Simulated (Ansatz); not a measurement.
## SiC3: a changed input and its effect

System: SiC3 (R3m, 4 atoms in the cell).
Method of run 1: DFT, PBE, plane waves, PAW, no spin polarisation (Ansatz 0.2.0).

The structure was built on a prototype by a generator. The geometry comes from this level: PBE. Text and figures count atoms from 1; the logs count them from 0 in places.

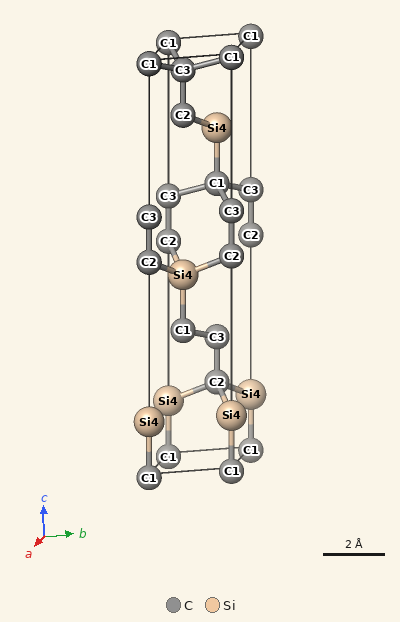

Figure 1. The structure as given in the input (ball-and-stick view of the cell 3 times as large as that of the calculation, set on its symmetry axes, seen slightly off an axis; atoms are numbered from 1 in the order of the input). Near neighbours in the crystal (not all of them lie inside the picture): C has 3 C at 1.72 Å and 1 Si at 1.90 Å; C has 1 C at 1.54 Å and 3 Si at 1.80 Å; C has 4 C at 1.54 to 1.72 Å; Si has 4 C at 1.80 to 1.90 Å.

## Input file, run 1
```yaml
crystal:
  lattice:
    - [1.4191851026, 0.819366901, 4.6942357031]
    - [-1.4191851026, 0.819366901, 4.6942357031]
    - [0.0, -1.6387338021, 4.6942357031]
  atoms:
    - { symbol: C, position: [1.0086192312, 0.0086192312, 0.0086192312] }
    - { symbol: C, position: [0.4883538732, 0.4883538732, 0.4883538732] }
    - { symbol: C, position: [0.3791214684, 0.3791214684, 0.3791214684] }
    - { symbol: Si, position: [0.8739054272, 0.8739054272, 0.8739054272] }
kpoints:
  mp_grid: { grid: [8, 8, 8] }
hamiltonian:
  xc: pbe
scf:
  occupations: { method: fixed }
  n_extra_bands: 5
output:
  forces: true
  stress: true
  eigenvalues: true
```

Launched with:
```bash
ansatz run input.yaml --threads 2 --pin off --max-ram 2764MiB --backend cpu --events-out ev --progress --plain --runs-dir out
```

Hardware: 2 threads of Arm Neoverse V1, 24 GiB of memory available, shared host.

## Output, shortened to warnings, some set-up lines, iterations and results (run 1)
```
Basis set: ecut = 420 eV, 663 PW (Γ), FFT grids on a1−a3, a2−a3, a3, exchange–correlation on 40×40×72 points (8 copies of the dense FFT grid, shifted against one another)
Symmetry: 6 space group operations
k-points: 65 of 512 (time reversal used)
Initial density: superposition of atomic densities (neutral atoms: chi_scale 0, normalization atom), corrected by the library's trained network
[...]
SCF iter   1: F=—  HF=-1386.571760 eV  |F-HF|=—  |Δ(HF+E_count)|=         —  Δρ=7.43e-3  dr2=3.77e-2  ethr=1.77e-3  ⟨swp⟩=5.3  Hψ=4602  notcnv=0  defer=178
SCF iter   2: F=—  HF=-1386.566242 eV  |F-HF|=—  |Δ(HF+E_count)|=   5.52e-3  Δρ=6.22e-3  dr2=1.81e-2  ethr=2.35e-4  ⟨swp⟩=2.4  Hψ=1742  notcnv=0  defer=190
SCF iter   3: F=—  HF=-1386.562004 eV  |F-HF|=—  |Δ(HF+E_count)|=   4.24e-3  Δρ=1.89e-3  dr2=6.44e-4  ethr=1.13e-4  ⟨swp⟩=2.1  Hψ=1233  notcnv=0  defer=190
SCF iter   4: F=—  HF=-1386.562064 eV  |F-HF|=—  |Δ(HF+E_count)|=   6.00e-5  Δρ=5.09e-4  dr2=7.06e-5  ethr=4.03e-6  ⟨swp⟩=2.3  Hψ=1364  notcnv=0  defer=190
SCF iter   5: F=—  HF=-1386.562087 eV  |F-HF|=—  |Δ(HF+E_count)|=   2.30e-5  Δρ=1.31e-4  dr2=2.37e-6  ethr=4.42e-7  ⟨swp⟩=2.4  Hψ=1315  notcnv=0  defer=67
SCF iter   6: F=—  HF=-1386.562089 eV  |F-HF|=—  |Δ(HF+E_count)|=   2.28e-6  Δρ=3.04e-5  dr2=1.72e-7  ethr=1.48e-8  ⟨swp⟩=2.2  Hψ=1257  notcnv=0  defer=67
SCF iter   7: F=-1386.562090 eV  HF=-1386.562090 eV  |F-HF|=2.57e-9  |Δ(HF+E_count)|=   1.34e-7  Δρ=4.78e-6  dr2=5.13e-9  ethr=6.25e-10  ⟨swp⟩=9.5  Hψ=4699  notcnv=0
SCF 1 converged in 7 iterations: F = -1386.562090 eV  dr2 = 5.13e-9
SCF converged after 7 iterations
Free energy (F): -1386.562090 eV
Harris-Foulkes:  -1386.562090 eV  (|F-HF|=2.57e-9)
Internal energy: -1386.562090 eV  (E = F + TS)
E sigma→0 (E₀):  -1386.562090 eV
Fermi energy:    11.184430 eV
--- Per-component energies (eV) ---
  E_band       = 55.626076
  E_kinetic    = 313.348103
  E_local      = -257.570878  (includes V_loc(G=0)·N_el)
  E_nonlocal   = 105.756947
  E_hartree    = 71.924667
  E_xc         = -201.269996
  E_vxc        = -228.048509  (∫ρ·V_xc dr)
  E_paw        = -810.005718  (= ΣΔE_a)
  E_vpaw       = -21.709097  (= ΣTr[D̂ρ^β])
  E_aug_tail   = 0.000028  (compensation charges beyond the density's cutoff)
  E_ewald      = -608.745243
  E_smearing   = -0.000000  (= −TS)
  E_closure    = 0.000000  (closes the sum)
  Σ components = -1386.562090   (vs F -1386.562090, Δ=0.00e0)
--- Forces (eV/Å), atoms counted from 1 ---
  atom   1  C     -0.00000000    -0.00000000     0.00043954
  atom   2  C      0.00000000    -0.00000000     0.00218554
  atom   3  C      0.00000000     0.00000000    -0.00001903
  atom   4  Si     0.00000000     0.00000000    -0.00256384
  max |Σ_I F_I| component: 4.22e-5 eV/Å
--- Stress (GPa, compression-positive) ---
        0.013258       0.000000       0.000000
        0.000000       0.013258       0.000000
        0.000000       0.000000      -0.013630
  P = ⅓ Tr σ = 0.0043 GPa (0.043 kbar)
```

For run 2 the input was changed thus:
```diff
-    - [1.4191851026, 0.819366901, 4.6942357031]
-    - [-1.4191851026, 0.819366901, 4.6942357031]
-    - [0.0, -1.6387338021, 4.6942357031]
+    - [1.447019328, 0.8354369985, 4.7863029143]
+    - [-1.447019328, 0.8354369985, 4.7863029143]
+    - [0.0, -1.6708739971, 4.7863029143]
```

What does this change do to the results?

With the same functional and potentials, run 2 lies 23.0 meV per atom higher. The pressure goes from 0.00 to −14.29 GPa. The largest force goes from 0.003 to 0.352 eV/Å. The volume per atom goes from 8.19 to 8.68 Å³. The cell is scaled evenly with the atoms at fixed fractional positions, so −ΔP/Δ ln V estimates the bulk modulus midway between the two volumes: about 250 GPa. The number of SCF iterations is the same. The plane waves at Γ go from 663 to 675.

## Output, shortened to warnings, some set-up lines, iterations and results (run 2)
```
Basis set: ecut = 420 eV, 675 PW (Γ), FFT grids on a1−a3, a2−a3, a3, exchange–correlation on 40×40×72 points (8 copies of the dense FFT grid, shifted against one another)
Symmetry: 6 space group operations
k-points: 65 of 512 (time reversal used)
Initial density: superposition of atomic densities (neutral atoms: chi_scale 0, normalization atom), corrected by the library's trained network
[...]
SCF iter   1: F=—  HF=-1386.479146 eV  |F-HF|=—  |Δ(HF+E_count)|=         —  Δρ=6.65e-3  dr2=3.50e-2  ethr=1.77e-3  ⟨swp⟩=5.1  Hψ=4554  notcnv=0  defer=182
SCF iter   2: F=—  HF=-1386.474302 eV  |F-HF|=—  |Δ(HF+E_count)|=   4.84e-3  Δρ=6.09e-3  dr2=1.82e-2  ethr=2.19e-4  ⟨swp⟩=2.5  Hψ=1740  notcnv=0  defer=190
SCF iter   3: F=—  HF=-1386.470134 eV  |F-HF|=—  |Δ(HF+E_count)|=   4.17e-3  Δρ=1.65e-3  dr2=5.39e-4  ethr=1.13e-4  ⟨swp⟩=2.2  Hψ=1233  notcnv=0  defer=190
SCF iter   4: F=—  HF=-1386.470223 eV  |F-HF|=—  |Δ(HF+E_count)|=   8.95e-5  Δρ=5.28e-4  dr2=7.88e-5  ethr=3.37e-6  ⟨swp⟩=2.3  Hψ=1363  notcnv=0  defer=190
SCF iter   5: F=—  HF=-1386.470255 eV  |F-HF|=—  |Δ(HF+E_count)|=   3.18e-5  Δρ=1.33e-4  dr2=2.46e-6  ethr=4.92e-7  ⟨swp⟩=2.4  Hψ=1299  notcnv=0  defer=66
SCF iter   6: F=—  HF=-1386.470258 eV  |F-HF|=—  |Δ(HF+E_count)|=   2.72e-6  Δρ=3.71e-5  dr2=2.17e-7  ethr=1.54e-8  ⟨swp⟩=2.4  Hψ=1291  notcnv=0  defer=66
SCF iter   7: F=-1386.470258 eV  HF=-1386.470258 eV  |F-HF|=1.36e-9  |Δ(HF+E_count)|=   2.46e-7  Δρ=5.61e-6  dr2=1.08e-8  ethr=6.25e-10  ⟨swp⟩=9.3  Hψ=4800  notcnv=0
SCF 1 converged in 7 iterations: F = -1386.470258 eV  dr2 = 1.08e-8
SCF converged after 7 iterations
Free energy (F): -1386.470258 eV
Harris-Foulkes:  -1386.470258 eV  (|F-HF|=1.36e-9)
Internal energy: -1386.470258 eV  (E = F + TS)
E sigma→0 (E₀):  -1386.470258 eV
Fermi energy:    10.339542 eV
--- Per-component energies (eV) ---
  E_band       = 46.043553
  E_kinetic    = 306.743621
  E_local      = -265.253610  (includes V_loc(G=0)·N_el)
  E_nonlocal   = 104.513464
  E_hartree    = 73.276821
  E_xc         = -199.286573
  E_vxc        = -225.453323  (∫ρ·V_xc dr)
  E_paw        = -809.428320  (= ΣΔE_a)
  E_vpaw       = -21.060757  (= ΣTr[D̂ρ^β])
  E_aug_tail   = 0.000026  (compensation charges beyond the density's cutoff)
  E_ewald      = -597.035688
  E_smearing   = -0.000000  (= −TS)
  E_closure    = -0.000000  (closes the sum)
  Σ components = -1386.470258   (vs F -1386.470258, Δ=0.00e0)
--- Forces (eV/Å), atoms counted from 1 ---
  atom   1  C     -0.00000000     0.00000000    -0.12600698
  atom   2  C      0.00000000    -0.00000000     0.12692562
  atom   3  C      0.00000000    -0.00000000     0.35073040
  atom   4  Si     0.00000000     0.00000000    -0.35160804
  max |Σ_I F_I| component: 4.10e-5 eV/Å
--- Stress (GPa, compression-positive) ---
      -13.431110      -0.000000       0.000000
       -0.000000     -13.431110       0.000000
        0.000000       0.000000     -16.016007
  P = ⅓ Tr σ = -14.2927 GPa (-142.927 kbar)
```

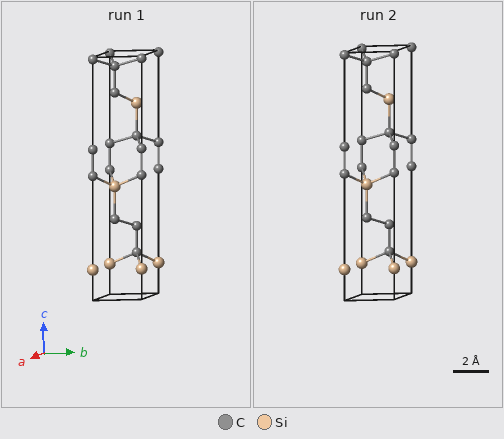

Figure 2. The two input geometries at one scale (ball-and-stick view of the cell 3 times as large as that of the calculation, set on its symmetry axes, seen slightly off an axis). No atom moves by more than 0.005 Å relative to the cell. Cell: a = b 2.838 → 2.894 Å (+2.0 %), c 14.083 → 14.359 Å (+2.0 %). Volume +6.0 %. Among the contacts that change: C–Si 1.897 → 1.934 Å, C–Si 1.796 → 1.831 Å, C–C 1.720 → 1.754 Å, C–C 1.538 → 1.568 Å.

## The two runs side by side

| quantity | run 1 | run 2 |
| --- | --- | --- |
| outcome | converged | converged |
| free energy per atom (eV) | −346.6405 | −346.6176 |
| gap on the mesh (eV) | 1.51 | 1.53 |
| pressure (GPa) | 0.00 | −14.29 |
| volume per atom (Å³) | 8.19 | 8.68 |
| largest force (eV/Å) | 0.003 | 0.352 |
| SCF iterations | 7 | 7 |
| irreducible k-points | 65 | 65 |
| plane waves at Γ | 663 | 675 |
| wall time (shared host) | 1.6 s | 1.7 s |

For run 2: The cell is under a tension of 14.3 GPa at this level, so it is not at its equilibrium volume.
